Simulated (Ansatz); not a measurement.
**Run report: Sb, single-point calculation (part 1 of 2)**

- system: Sb (slab, 6 atoms in the cell)
- method: DFT, PBE, all-electron LAPW, scalar-relativistic, no spin polarisation (Ansatz 0.2.0)

Figures and captions count atoms from 1; the log counts them from 0 in places.

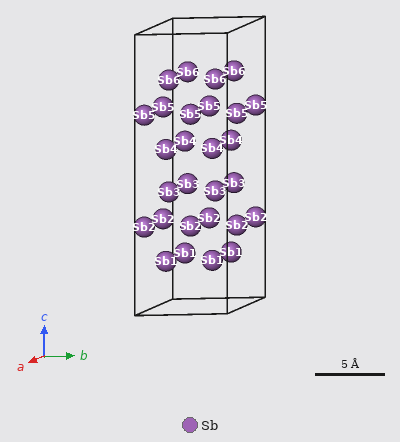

**Figure 1.** The structure as given in the input (spheres-only view of the 2 × 2 repeat of the cell, with the vacuum cut short, seen slightly off an axis; atoms are numbered from 1 in the order of the input).

**Input file**
```yaml
crystal:
  lattice:
    - [3.3888387686, 0.0, 0.0]
    - [-1.6944193843, 2.934820463, 0.0]
    - [0.0, 0.0, 29.8349]
  atoms:
    - { symbol: Sb, position: [0.1666666665, 0.3333333335, 0.2681427397] }
    - { symbol: Sb, position: [0.5000000005, 0.9999999995, 0.3608856437] }
    - { symbol: Sb, position: [0.8333333335, 0.6666666665, 0.4536285476] }
    - { symbol: Sb, position: [0.1666666665, 0.3333333335, 0.5463714516] }
    - { symbol: Sb, position: [0.5000000005, 0.9999999995, 0.6391143563] }
    - { symbol: Sb, position: [0.8333333335, 0.6666666665, 0.7318572603] }
kpoints:
  mp_grid: { grid: [11, 11, 1] }
scf:
  occupations: { method: fermi_dirac, width: 0.1 }
hamiltonian:
  xc: pbe
  pseudopotentials: { kind: all_electron, lapw: { basis_error: 0.001 } }
output:
  forces: true
  stress: true
  eigenvalues: true
  populations: true
  dos: { projected: true, de: 0.2, e_range: [-14, 8] }
efield:
  axis: 3
  amplitude: 0
  dipole_correction: true
```

Machine: 2 threads of Intel Xeon (Granite Rapids), 32 GiB of memory available, shared host.

Command:
```bash
ansatz run input.yaml --threads 2 --pin off --max-ram 4096MiB --backend cpu --events-out ev --progress --plain --runs-dir out
```

**The program's output**
```
Sb: projections on atomic orbitals take those of the free atom 1s2 2s2 2p6 3s2 3p6 3d10 4s2 4p6 4d10 5s2 5p3, of charge +0.00 (hamiltonian.pseudopotentials.projection_atoms)
LAPW: plane waves up to 6.304 Å⁻¹, error target 1.0e-3 eV per atom; small_component_spin mean_spin; Sb in spheres of 1.694 Å, 23 of its electrons in bands, Dirac shells [] (how accurate: hamiltonian.pseudopotentials.lapw.basis_error, Limitations)
Engine: ansatz 0.2.0, x86_64-unknown-linux-gnu
Pseudopotentials: kind: all_electron
Pseudopotential: Sb, LAPW, valence charge 23, lapw/all_electron/scalar/gaussian/Sb, Koelling and Harmon's equation, gaussian nucleus
Functional definition: PBE
  parameter kappa = 0.804
  parameter beta = 0.06672455060314922
  exchange = pbe_x(kappa = kappa, mu = beta*pi^2/3)
  correlation = pbe_c(beta = beta)
Crystal: 6 atoms, lattice volume = 296.727 Å³
Basis set: ecut = 151.43158703185966 eV, 1277 PW (Γ), exchange–correlation at level 2
Bands: 83, of which v1, the nominal top of the filled ones, is band 69 counted from 1 (68 counted from 0)
Symmetry: 6 space group operations
k-points: 16 of 121 (time reversal used)
Non-local potential: Sb, projectors of the file, none
Initial density: superposition of atomic densities (neutral atoms: chi_scale 0, normalization atom)
Initial wavefunctions: plane waves of lowest kinetic energy (no species holds an atomic orbital)
Functional: x = pbe(κ = 0.804, μ = 0.2195149727645171), c = pbe(β = 0.06672455060314922)
iter 1 solved again at ethr=1.50e-4 eV; its pass at ethr=1.00e-1 eV (dr2=2.06e-1 eV) is discarded
SCF iter   1: F=—  HF=-1058206.965254 eV  |F-HF|=—  |Δ(HF+E_count)|=         —  Δρ=3.81e-3  dr2=2.08e-1  ethr=1.50e-4  p=-0.000 e·Å  D=-1.14e-13 V/Å  ΔV_dip=0.00 eV  dr2_dipole=2.06e-16  V_vac-E_F(+/−)=4.79/4.79 eV  ⟨swp⟩=3.9  Hψ=8931  notcnv=0
efield: sawtooth ramp at fractional position 0.9500 (placed from the atoms, in the widest stretch of the axis that holds none; the zero of the levels goes with the place), width 0.1000; the density the first Hamiltonian is built on has a dipole p = 0.000 e·Å; the dipole correction subtracts the counter field D = 1.20e-13 V/Å, which shifts the + side's vacuum level by -0.00 eV against the − side's; the planar-averaged density in the ramp window peaks in size at 3.0e-6 e/Å³
preconditioner: auto → LDOS  [metal: Δε(μ)=0.027 eV  Ē_g=8.550 eV  σ=0.100 eV  W_gap=0.07  n_scr=88 (ndim 8)  ℏωp=11.8 eV  f_vac=0.419  D(μ)=4.86/eV (n_scr^D=16)  β→1.0]
SCF iter   2: F=—  HF=-1058206.920788 eV  |F-HF|=—  |Δ(HF+E_count)|=   4.45e-2  Δρ=1.79e-3  dr2=2.14e-2  ethr=1.50e-4  p=0.000 e·Å  D=6.81e-10 V/Å  ΔV_dip=-0.00 eV  dr2_dipole=7.62e-17  V_vac-E_F(+/−)=4.42/4.42 eV  ⟨swp⟩=3.0  Hψ=4142  notcnv=0
SCF iter   3: F=—  HF=-1058206.916176 eV  |F-HF|=—  |Δ(HF+E_count)|=   4.61e-3  Δρ=8.71e-4  dr2=1.28e-2  ethr=1.55e-5  p=0.000 e·Å  D=2.72e-9 V/Å  ΔV_dip=-0.00 eV  dr2_dipole=8.48e-16  V_vac-E_F(+/−)=4.40/4.40 eV  ⟨swp⟩=3.0  Hψ=4145  notcnv=0
iter 4 solved again at ethr=5.62e-7 eV; its pass at ethr=9.25e-6 eV (dr2=7.75e-4 eV) is discarded
SCF iter   4: F=—  HF=-1058206.909711 eV  |F-HF|=—  |Δ(HF+E_count)|=         —  Δρ=2.31e-4  dr2=7.75e-4  ethr=5.62e-7  p=-0.000 e·Å  D=-1.33e-8 V/Å  ΔV_dip=0.00 eV  dr2_dipole=3.78e-14  V_vac-E_F(+/−)=4.35/4.35 eV  ⟨swp⟩=2.0  Hψ=6711  notcnv=0
the basis was enlarged: its passes take 208.0 KiB over the memory plan, 2 of 2 planned eigensolver slots
SCF iter   5: F=—  HF=-1058206.908546 eV  |F-HF|=—  |Δ(HF+E_count)|=   1.16e-3  Δρ=1.25e-4  dr2=2.36e-4  ethr=5.62e-7  p=-0.000 e·Å  D=-4.70e-8 V/Å  ΔV_dip=0.00 eV  dr2_dipole=3.26e-13  V_vac-E_F(+/−)=4.33/4.33 eV  ⟨swp⟩=2.0  Hψ=3979  notcnv=0
SCF iter   6: F=—  HF=-1058206.908482 eV  |F-HF|=—  |Δ(HF+E_count)|=   6.35e-5  Δρ=3.09e-5  dr2=1.09e-5  ethr=1.71e-7  p=-0.000 e·Å  D=-1.75e-8 V/Å  ΔV_dip=0.00 eV  dr2_dipole=5.11e-15  V_vac-E_F(+/−)=4.32/4.32 eV  ⟨swp⟩=2.3  Hψ=3986  notcnv=0
SCF iter   7: F=—  HF=-1058206.908485 eV  |F-HF|=—  |Δ(HF+E_count)|=   3.06e-6  Δρ=1.17e-5  dr2=1.86e-6  ethr=7.92e-9  p=-0.000 e·Å  D=-1.23e-8 V/Å  ΔV_dip=0.00 eV  dr2_dipole=3.33e-14  V_vac-E_F(+/−)=4.32/4.32 eV  ⟨swp⟩=3.0  Hψ=4117  notcnv=0
SCF iter   8: F=-1058206.908485 eV  HF=-1058206.908485 eV  |F-HF|=7.78e-8  |Δ(HF+E_count)|=   3.69e-7  Δρ=3.57e-6  dr2=9.53e-8  ethr=1.35e-9  p=-0.000 e·Å  D=-4.18e-9 V/Å  ΔV_dip=0.00 eV  dr2_dipole=2.11e-17  V_vac-E_F(+/−)=4.32/4.32 eV  ⟨swp⟩=2.4  Hψ=3985  notcnv=0
SCF 1 converged in 8 iterations: F = -1058206.908485 eV  dr2 = 9.53e-8
SCF converged after 8 iterations
Free energy (F): -1058206.908485 eV
Harris-Foulkes:  -1058206.908485 eV  (|F-HF|=7.78e-8)
Internal energy: -1058206.746969 eV  (E = F + TS)
E sigma→0 (E₀):  -1058206.827727 eV
Entropy (-TS):   -0.161516 eV (-26.919 meV/atom)
Fermi energy:    6.004343 eV
Dipole field:    D = -0.000000 V/Å  (p = -0.000000 e·Å, saw-weighted, corrected)
Work function:   Φ+ = 4.3154 eV   Φ− = 4.3154 eV
Levels:          The Fermi level and band energies are counted from a zero that moves with the ramp; work functions are not
--- Per-component energies (eV) ---
  E_band       = -6326.124662
  E_kinetic    = 1115220.810226
  E_xc         = -27858.870190
  E_efield     = 0.000000  (sawtooth field / dipole correction)
  E_electrostatic = -2145568.687005  (all electrons and nuclei)
  E_smearing   = -0.161516  (= −TS)
  E_closure    = 0.000000  (closes the sum)
  E_atoms      = -1058184.386887  (free atoms, spherical and without spin; not in F)
  Σ components = -1058206.908485   (vs F -1058206.908485, Δ=0.00e0)
  Basis errors (estimates in eV, not in F): energy 2.7e-4 per atom: plane waves 2.5e-4 (1.4e-4 summed), levels above the bands 3.6e-28, relativity 1.9e-8, radial functions 2.2e-5, core shells 8.7e-11; eigenvalues (radial functions only) 7.3e-7; not estimated: angular momenta, meshes, grids; target (lapw.basis_error) 1.0e-3; muffin-tin radii Sb 1.694 Å
--- Forces (eV/Å), atoms counted from 1 ---
  atom   1  Sb     0.00000000    -0.00000000     0.19216587
  atom   2  Sb    -0.00000000     0.00000000    -0.27673863
  atom   3  Sb     0.00000000     0.00000000     0.17250042
  atom   4  Sb    -0.00000000     0.00000000    -0.17250040
  atom   5  Sb     0.00000000    -0.00000000     0.27673860
  atom   6  Sb    -0.00000000     0.00000000    -0.19216585
  max |Σ_I F_I| component: 6.73e-9 eV/Å
--- Stress (GPa, compression-positive) ---
       -0.912223      -0.000000      -0.000000
       -0.000000      -0.912223       0.000000
       -0.000000      -0.000000      -0.449784
  P = ⅓ Tr σ = -0.7581 GPa (-7.581 kbar)
--- Band table (eV; the first three rows and the last of 16) ---
  k-point 0: bands = ["-138.5919", "-138.5919", "-138.5049", "-138.5048", "-138.4254", "-138.4254", "-91.5616", "-91.5616", "-91.5595", "-91.5595", "-91.5595", "-91.5595", "-91.4755", "-91.4749", "-91.4722", "-91.4722", "-91.4721", "-91.4721", "-91.3996", "-91.3996", "-91.3996", "-91.3996", "-91.3755", "-91.3755", "-23.3845", "-23.3845", "-23.3799", "-23.3799", "-23.3798", "-23.3798", "-23.3470", "-23.3470", "-23.3462", "-23.3462", "-23.3016", "-23.2971", "-23.2928", "-23.2928", "-23.2911", "-23.2911", "-23.2649", "-23.2649", "-23.2431", "-23.2431", "-23.2164", "-23.2164", "-23.2164", "-23.2164", "-23.1949", "-23.1949", "-23.1593", "-23.1593", "-23.1593", "-23.1593", "-6.6436", "-6.3022", "-5.7008", "-4.9592", "-4.1427", "-3.4127", "0.8253", "2.0841", "3.7578", "5.6353", "7.5921", "9.3573", "9.5944", "9.5944", "9.7954", "9.7954", "9.9507", "10.1536", "10.1536", "10.5078", "10.5556", "10.5556", "10.8882", "10.8882", "11.0984", "11.0984", "11.0990", "12.3283", "13.5699"]
  k-point 1: bands = ["-138.5919", "-138.5919", "-138.5049", "-138.5048", "-138.4254", "-138.4254", "-91.5616", "-91.5616", "-91.5596", "-91.5596", "-91.5595", "-91.5595", "-91.4755", "-91.4749", "-91.4722", "-91.4722", "-91.4721", "-91.4721", "-91.3996", "-91.3996", "-91.3996", "-91.3996", "-91.3754", "-91.3754", "-23.3836", "-23.3835", "-23.3789", "-23.3788", "-23.3748", "-23.3747", "-23.3493", "-23.3488", "-23.3475", "-23.3467", "-23.2998", "-23.2972", "-23.2928", "-23.2880", "-23.2879", "-23.2866", "-23.2661", "-23.2653", "-23.2452", "-23.2430", "-23.2169", "-23.2169", "-23.2113", "-23.2113", "-23.1917", "-23.1917", "-23.1614", "-23.1614", "-23.1598", "-23.1598", "-6.5015", "-6.1607", "-5.5608", "-4.8219", "-4.0101", "-3.2866", "0.9697", "2.2177", "3.8751", "5.7266", "7.6311", "8.2568", "8.5334", "8.9737", "9.0763", "9.3222", "9.3439", "9.5775", "9.8024", "9.9786", "10.0816", "10.2921", "10.3130", "10.5932", "10.7576", "11.0647", "11.2338", "12.4049", "13.6597"]
  k-point 2: bands = ["-138.5919", "-138.5919", "-138.5048", "-138.5048", "-138.4254", "-138.4254", "-91.5616", "-91.5616", "-91.5598", "-91.5598", "-91.5596", "-91.5596", "-91.4755", "-91.4749", "-91.4724", "-91.4723", "-91.4723", "-91.4721", "-91.3998", "-91.3998", "-91.3996", "-91.3996", "-91.3754", "-91.3754", "-23.3870", "-23.3869", "-23.3701", "-23.3698", "-23.3611", "-23.3609", "-23.3557", "-23.3552", "-23.3490", "-23.3482", "-23.3041", "-23.2950", "-23.2898", "-23.2795", "-23.2770", "-23.2745", "-23.2668", "-23.2640", "-23.2502", "-23.2427", "-23.2195", "-23.2195", "-23.1978", "-23.1978", "-23.1820", "-23.1820", "-23.1671", "-23.1671", "-23.1611", "-23.1611", "-6.0774", "-5.7391", "-5.1443", "-4.4147", "-3.6195", "-2.9180", "1.3938", "2.6007", "4.1752", "5.7021", "6.0547", "6.4719", "6.6939", "7.3906", "7.8455", "8.1685", "8.1941", "8.5076", "8.5695", "9.0446", "9.6540", "9.6631", "10.2503", "10.4621", "10.6988", "10.7295", "11.5863", "12.4199", "12.5751"]
```
